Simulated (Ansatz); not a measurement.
**What a change does: single-point calculation on C**

System: C (P6₃mc, 12 atoms in the cell).
Method of run 1: DFT LDA, scalar-relativistic, plane waves, PAW, PAW set soft_1, no spin polarisation (Ansatz 0.2.0).

The structure derives from a Materials Project entry. Text and figures count atoms from 1; the logs count them from 0 in places.

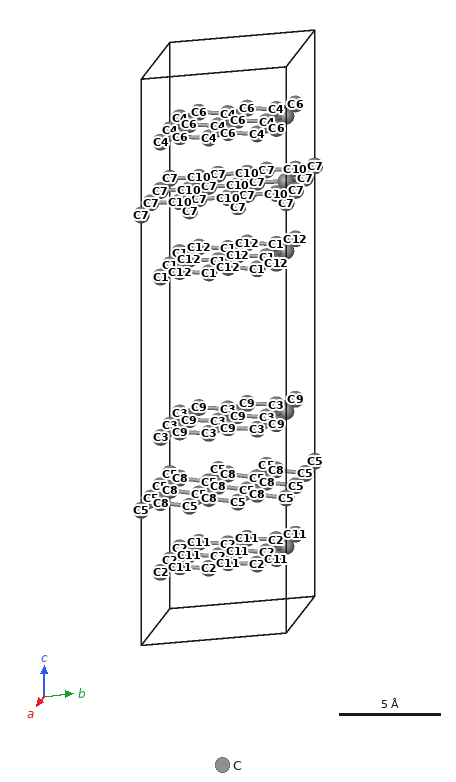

Figure 1. The structure as given in the input (ball-and-stick view of the 3 × 3 repeat of the cell, with the vacuum cut short, seen slightly off an axis; atoms are numbered from 1 in the order of the input). Near neighbours in the crystal (not all of them lie inside the picture): C has 3 C at 1.47 to 1.48 Å.

Input file, run 1:
```yaml
crystal:
  lattice:
    - [2.553753331, 0.0, 0.0]
    - [-1.2768766655, 2.2116152596, 0.0]
    - [0.0, 0.0, 30.3871168463]
  atoms:
    - { symbol: C, position: [0.6666666667, 0.3333333333, 0.0014381788] }
    - { symbol: C, position: [0.6666666667, 0.3333333333, 0.5014563039] }
    - { symbol: C, position: [0.6666666667, 0.3333333333, 0.7298539282] }
    - { symbol: C, position: [0.6666666667, 0.3333333333, 0.2298723132] }
    - { symbol: C, position: [0.0, 0.0, 0.6156893956] }
    - { symbol: C, position: [0.3333333333, 0.6666666667, 0.2298539282] }
    - { symbol: C, position: [0.0, 0.0, 0.1156893956] }
    - { symbol: C, position: [0.6666666667, 0.3333333333, 0.6195642792] }
    - { symbol: C, position: [0.3333333333, 0.6666666667, 0.7298723132] }
    - { symbol: C, position: [0.3333333333, 0.6666666667, 0.1195642792] }
    - { symbol: C, position: [0.3333333333, 0.6666666667, 0.5014381788] }
    - { symbol: C, position: [0.3333333333, 0.6666666667, 0.0014563039] }
basis:
  ecutwfc: 520.0
kpoints:
  mp_grid: { grid: [18, 18, 2] }
hamiltonian:
  xc: lda
  pseudopotentials: { kind: paw, azcp: { folder: soft_1 } }
scf:
  occupations: { method: gaussian, width: 0.15 }
output:
  forces: true
  stress: true
  eigenvalues: true
```

Command:
```bash
ansatz run input.yaml --threads 4 --pin off --max-ram 8192MiB --backend cpu --events-out ev --progress --plain --runs-dir out
```

Hardware: 4 threads of AMD EPYC (Zen 3), 32 GiB of memory available, shared host.

Output, shortened to warnings, some set-up lines, iterations and results (run 1):
```
Warning: [file] the record states the generating functional pbe (its physics header spells it `PBE`), which answers neither for hamiltonian.xc's functional nor for the lda family's — results may be inconsistent (PPs are generated against a specific XC)
Basis set: ecut = 520 eV, 4673 PW (Γ)
Symmetry: 12 space group operations
k-points: 74 of 648
Initial density: superposition of atomic densities (neutral atoms: chi_scale 0, normalization atom)
[...]
SCF iter   1: F=—  HF=-2919.133588 eV  |F-HF|=—  |Δ(HF+E_count)|=         —  Δρ=8.80e-2  dr2=1.13e1  ethr=3.10e-3  ⟨swp⟩=8.5  Hψ=14069  notcnv=0  defer=4
SCF iter   2: F=—  HF=-2915.083471 eV  |F-HF|=—  |Δ(HF+E_count)|=    4.05e0  Δρ=3.37e-2  dr2=2.24e0  ethr=3.10e-3  ⟨swp⟩=4.5  Hψ=7637  notcnv=0  defer=461
SCF iter   3: F=—  HF=-2914.043856 eV  |F-HF|=—  |Δ(HF+E_count)|=    1.04e0  Δρ=5.00e-3  dr2=5.58e-2  ethr=3.10e-3  ⟨swp⟩=3.0  Hψ=5695  notcnv=0  defer=459
SCF iter   4: F=—  HF=-2914.038222 eV  |F-HF|=—  |Δ(HF+E_count)|=   5.63e-3  Δρ=4.84e-3  dr2=5.02e-2  ethr=1.16e-4  ⟨swp⟩=2.3  Hψ=4658  notcnv=0  defer=459
SCF iter   5: F=—  HF=-2914.028240 eV  |F-HF|=—  |Δ(HF+E_count)|=   9.98e-3  Δρ=1.86e-3  dr2=8.09e-3  ethr=1.05e-4  ⟨swp⟩=1.6  Hψ=3210  notcnv=0  defer=456
SCF iter   6: F=—  HF=-2914.026405 eV  |F-HF|=—  |Δ(HF+E_count)|=   1.84e-3  Δρ=4.22e-4  dr2=3.40e-4  ethr=1.69e-5  ⟨swp⟩=2.1  Hψ=3264  notcnv=0  defer=456
SCF iter   7: F=—  HF=-2914.026314 eV  |F-HF|=—  |Δ(HF+E_count)|=   9.10e-5  Δρ=7.77e-5  dr2=1.31e-5  ethr=7.08e-7  ⟨swp⟩=2.1  Hψ=3444  notcnv=0  defer=456
SCF iter   8: F=—  HF=-2914.026365 eV  |F-HF|=—  |Δ(HF+E_count)|=   5.12e-5  Δρ=1.51e-5  dr2=4.76e-7  ethr=2.72e-8  ⟨swp⟩=2.0  Hψ=3831  notcnv=0  defer=456
SCF iter   9: F=-2914.026365 eV  HF=-2914.026365 eV  |F-HF|=4.15e-9  |Δ(HF+E_count)|=   6.21e-8  Δρ=5.48e-6  dr2=2.35e-8  ethr=2.08e-10  ⟨swp⟩=34.8  Hψ=23505  notcnv=0
SCF 1 converged in 9 iterations: F = -2914.026365 eV  dr2 = 2.35e-8
SCF converged after 9 iterations
Free energy (F): -2914.026365 eV
Harris-Foulkes:  -2914.026365 eV  (|F-HF|=4.15e-9)
Internal energy: -2914.022219 eV  (E = F + TS)
E sigma→0 (E₀):  -2914.024292 eV
Entropy (-TS):   -0.004146 eV (-0.345 meV/atom)
Fermi energy:    2.302933 eV
--- Per-component energies (eV) ---
  E_band       = -303.564801
  E_kinetic    = 1023.137521
  E_local      = -7375.313730  (includes V_loc(G=0)·N_el)
  E_nonlocal   = 287.667859
  E_hartree    = 3268.285548
  E_xc         = -547.151439
  E_vxc        = -675.995013  (∫ρ·V_xc dr)
  E_paw        = -1107.475179  (= ΣΔE_a)
  E_vpaw       = -99.631533  (= ΣTr[D̂ρ^β])
  E_aug_tail   = 0.000005  (compensation charges beyond the density's cutoff)
  E_ewald      = 1536.073208
  E_core_change = 0.753990  (= ΣΔE_core)
  E_smearing   = -0.004146  (= −TS)
  E_closure    = -0.000000  (closes the sum)
  Σ components = -2914.026365   (vs F -2914.026365, Δ=0.00e0)
--- Forces (eV/Å), atoms counted from 1 ---
  atom   1  C      0.00000000     0.00000000     0.02271069
  atom   2  C     -0.00000000     0.00000000     0.01050821
  atom   3  C      0.00000000     0.00000000    -0.01760352
  atom   4  C      0.00000000     0.00000000    -0.00476978
  atom   5  C     -0.00000000     0.00000000     2.03408519
  atom   6  C      0.00000000    -0.00000000    -0.01760352
  atom   7  C     -0.00000000    -0.00000000     2.03408519
  atom   8  C     -0.00000000    -0.00000000    -2.04472702
  atom   9  C      0.00000000    -0.00000000    -0.00476978
  atom  10  C     -0.00000000     0.00000000    -2.04472702
  atom  11  C      0.00000000    -0.00000000     0.02271069
  atom  12  C      0.00000000    -0.00000000     0.01050821
  max |Σ_I F_I| component: 4.08e-4 eV/Å
--- Stress (GPa, compression-positive) ---
      -30.901663      -0.000000       0.000000
        0.000000     -30.901663       0.000000
        0.000000       0.000000      -0.809183
  P = ⅓ Tr σ = -20.8708 GPa (-208.708 kbar)
```

For run 2 the input was changed thus:
```diff
-basis:
-  ecutwfc: 520.0
-  xc: lda
+  xc: pbesol
+  convergence: { dr2_threshold: 1.0e-05 }
```

Predict how the results change.

The total energies belong to different methods, so their difference says nothing on which is more stable or more accurate. The pressure goes from −20.87 to −17.92 GPa. The largest force goes from 2.045 to 1.965 eV/Å. The functional changes from LDA to PBEsol. The SCF takes 8 iterations against 9. The plane waves at Γ go from 4673 to 3419.

Output, shortened to warnings, some set-up lines, iterations and results (run 2):
```
Warning: [file] the record states the generating functional pbe (its physics header spells it `PBE`), which answers neither for hamiltonian.xc's functional nor for the pbesol family's — results may be inconsistent (PPs are generated against a specific XC)
Warning: scf.convergence.dr2_threshold = 1e-5 eV is looser than this run's default, which is 1e-7 eV or tighter. The error in the forces grows as the threshold's square root, so leave the key out unless less accurate forces are enough
Warning: output.stress: scf.convergence.dr2_threshold = 1e-5 eV is looser than the 1.2e-9 eV advised for a printed stress (1e-10 eV for each atom of the cell: 12). What an SCF threshold leaves in a stress goes as its square root, and in the free energy as the threshold itself, and one threshold admits the most on a small cell: of the crystals measured, under no hybrid functional and no lock of …
Basis set: ecut = 420 eV, 3419 PW (Γ), exchange–correlation on 36×36×432 points (8 copies of the dense FFT grid, shifted against one another)
Symmetry: 12 space group operations
k-points: 74 of 648
Initial density: superposition of atomic densities (neutral atoms: chi_scale 0, normalization atom)
[...]
SCF iter   1: F=—  HF=-2963.428441 eV  |F-HF|=—  |Δ(HF+E_count)|=         —  Δρ=8.58e-2  dr2=1.06e1  ethr=3.10e-3  ⟨swp⟩=8.7  Hψ=14290  notcnv=0  defer=10
SCF iter   2: F=—  HF=-2959.757904 eV  |F-HF|=—  |Δ(HF+E_count)|=    3.67e0  Δρ=3.03e-2  dr2=1.82e0  ethr=3.10e-3  ⟨swp⟩=4.8  Hψ=7432  notcnv=0  defer=458
SCF iter   3: F=—  HF=-2958.951046 eV  |F-HF|=—  |Δ(HF+E_count)|=   8.07e-1  Δρ=4.62e-3  dr2=6.50e-2  ethr=3.10e-3  ⟨swp⟩=3.1  Hψ=5656  notcnv=0  defer=456
SCF iter   4: F=—  HF=-2958.941586 eV  |F-HF|=—  |Δ(HF+E_count)|=   9.46e-3  Δρ=3.88e-3  dr2=3.84e-2  ethr=1.35e-4  ⟨swp⟩=2.5  Hψ=4596  notcnv=0  defer=456
SCF iter   5: F=—  HF=-2958.933721 eV  |F-HF|=—  |Δ(HF+E_count)|=   7.87e-3  Δρ=1.28e-3  dr2=5.86e-3  ethr=8.00e-5  ⟨swp⟩=1.9  Hψ=3419  notcnv=0  defer=451
SCF iter   6: F=—  HF=-2958.932428 eV  |F-HF|=—  |Δ(HF+E_count)|=   1.29e-3  Δρ=3.04e-4  dr2=2.37e-4  ethr=1.22e-5  ⟨swp⟩=2.1  Hψ=3344  notcnv=0  defer=451
SCF iter   7: F=—  HF=-2958.932369 eV  |F-HF|=—  |Δ(HF+E_count)|=   5.87e-5  Δρ=5.85e-5  dr2=1.20e-5  ethr=4.94e-7  ⟨swp⟩=2.4  Hψ=3578  notcnv=0  defer=451
SCF iter   8: F=-2958.932367 eV  HF=-2958.932367 eV  |F-HF|=2.91e-7  |Δ(HF+E_count)|=   2.09e-6  Δρ=1.27e-5  dr2=5.10e-7  ethr=2.08e-8  ⟨swp⟩=29.3  Hψ=22073  notcnv=0
SCF 1 converged in 8 iterations: F = -2958.932367 eV  dr2 = 5.10e-7
SCF converged after 8 iterations
Free energy (F): -2958.932367 eV
Harris-Foulkes:  -2958.932367 eV  (|F-HF|=2.91e-7)
Internal energy: -2958.928220 eV  (E = F + TS)
E sigma→0 (E₀):  -2958.930293 eV
Entropy (-TS):   -0.004147 eV (-0.346 meV/atom)
Fermi energy:    2.510691 eV
--- Per-component energies (eV) ---
  E_band       = -296.847296
  E_kinetic    = 1022.119629
  E_local      = -7362.221780  (includes V_loc(G=0)·N_el)
  E_nonlocal   = 276.226249
  E_hartree    = 3267.624972
  E_xc         = -548.443444
  E_vxc        = -677.398295  (∫ρ·V_xc dr)
  E_paw        = -1150.560478  (= ΣΔE_a)
  E_vpaw       = -90.854929  (= ΣTr[D̂ρ^β])
  E_aug_tail   = 0.000218  (compensation charges beyond the density's cutoff)
  E_ewald      = 1536.073208
  E_core_change = 0.253206  (= ΣΔE_core)
  E_smearing   = -0.004147  (= −TS)
  E_closure    = -0.000000  (closes the sum)
  Σ components = -2958.932367   (vs F -2958.932367, Δ=0.00e0)
--- Forces (eV/Å), atoms counted from 1 ---
  atom   1  C     -0.00000000     0.00000000    -0.00089752
  atom   2  C     -0.00000000     0.00000000    -0.01375386
  atom   3  C      0.00000000     0.00000000     0.01002702
  atom   4  C      0.00000000     0.00000000     0.01977800
  atom   5  C      0.00000000     0.00000000     1.94988310
  atom   6  C      0.00000000    -0.00000000     0.01002702
  atom   7  C     -0.00000000    -0.00000000     1.94988310
  atom   8  C     -0.00000000    -0.00000000    -1.96525649
  atom   9  C      0.00000000    -0.00000000     0.01977800
  atom  10  C      0.00000000     0.00000000    -1.96525649
  atom  11  C     -0.00000000    -0.00000000    -0.00089752
  atom  12  C     -0.00000000    -0.00000000    -0.01375386
  max |Σ_I F_I| component: 4.40e-4 eV/Å
--- Stress (GPa, compression-positive) ---
      -26.806739      -0.000000       0.000000
        0.000000     -26.806739      -0.000000
        0.000000      -0.000000      -0.148433
  P = ⅓ Tr σ = -17.9206 GPa (-179.206 kbar)
```

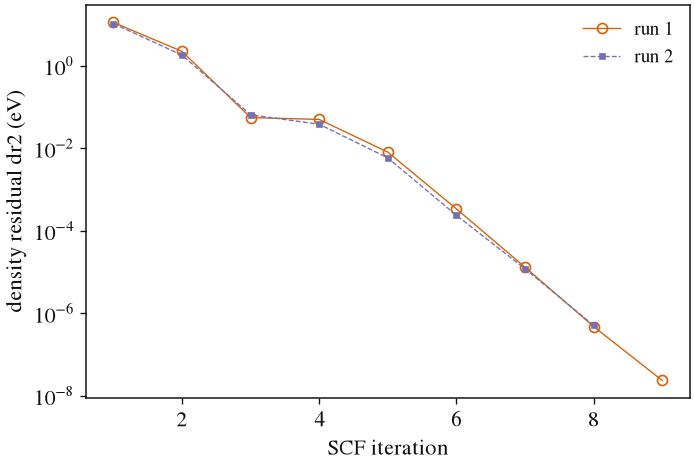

Figure 2. Convergence of the two runs: density residual dr2 against the SCF iteration. Run 1 takes 9 iterations in all, and run 2 takes 8.

The two runs side by side:

| quantity | run 1 | run 2 |
| --- | --- | --- |
| outcome | converged | converged |
| free energy per atom (eV) | −242.8355 | −246.5777 |
| pressure (GPa) | −20.87 | −17.92 |
| largest force (eV/Å) | 2.045 | 1.965 |
| SCF iterations | 9 | 8 |
| irreducible k-points | 74 | 74 |
| plane waves at Γ | 4673 | 3419 |
| wall time (shared host) | 19 s | 14 s |

For run 1: Warnings: the PAW datasets were made with another functional. For run 2: These settings are looser than, or depart from, a standard set-up, so the numbers are not reference values for this system. Warnings: the SCF threshold is loose for the printed forces; the PAW datasets were made with another functional; the SCF threshold is looser than advised for the printed stress.
